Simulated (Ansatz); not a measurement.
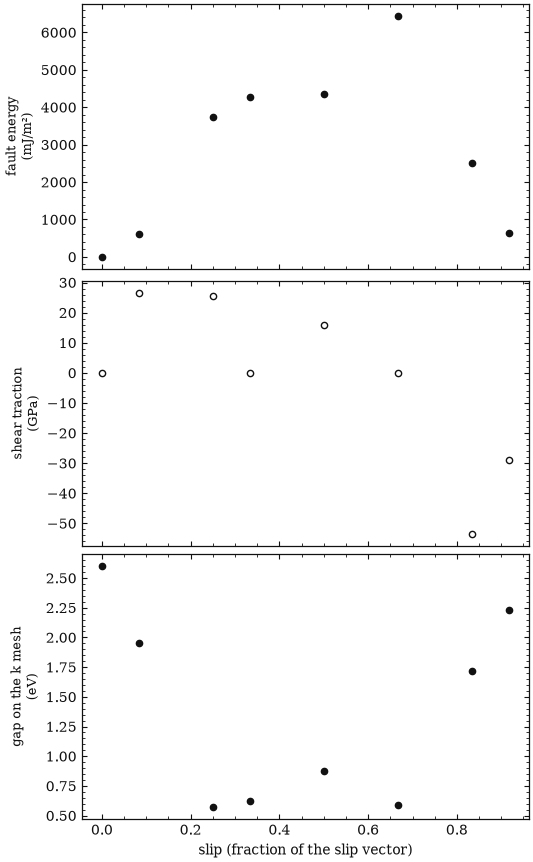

The figure shows the fault energy, shear traction and gap on the k mesh against slip for SiC, space group P6_3mc (No. 186).

Structure:
```xyz
8
Lattice="-1.5388 -2.6652 0.0000 1.5388 -2.6652 0.0000 0.0000 0.0000 10.0768" Properties=species:S:1:pos:R:3 pbc="T T T"
Si    0.0000   -1.7768    5.9860
Si    0.0000   -3.5537    0.9476
Si    0.0000    0.0000    3.4673
Si    0.0000    0.0000    8.5057
C     0.0000   -1.7768    4.0912
C     0.0000   -3.5537    9.1296
C    -1.5388   -2.6652    1.5787
C    -1.5388   -2.6652    6.6171
```

Computed with Ansatz 0.2.0: rigid slide of a crystal across a plane by tilting cell vector c, one fault a cell, unrelaxed, by plane-wave density functional theory with PAW datasets, free energies less that of the undisturbed cell; scalar-relativistic. Level: r2SCAN, no spin polarisation.

```tsv
setting	value
wave cutoff	500 eV
k mesh	8×8×3
occupations	Gaussian
smearing width	0.05 eV
k shift	(0, 0, 0) (mesh steps)
start	relaxed
height of the cut	0 (fraction of cell vector c)
slip vector	(1, 1) (multiples of cell vectors a and b)
```

The points at slip 0.1667, 0.4167, 0.5833 and 0.7500 are left out of the plot. What values does the calculation give there?

```csv
slip (fraction of the slip vector),fault energy (mJ/m²),shear traction (GPa),gap on the k mesh (eV)
0.1667,2173.3,40.37,1.028
0.4167,4098.4,-2.77,0.720
0.5833,5482.6,31.56,0.709
0.7500,5041.0,-53.87,0.926
```

Keep in mind: odd k mesh can miss points on the zone edge.
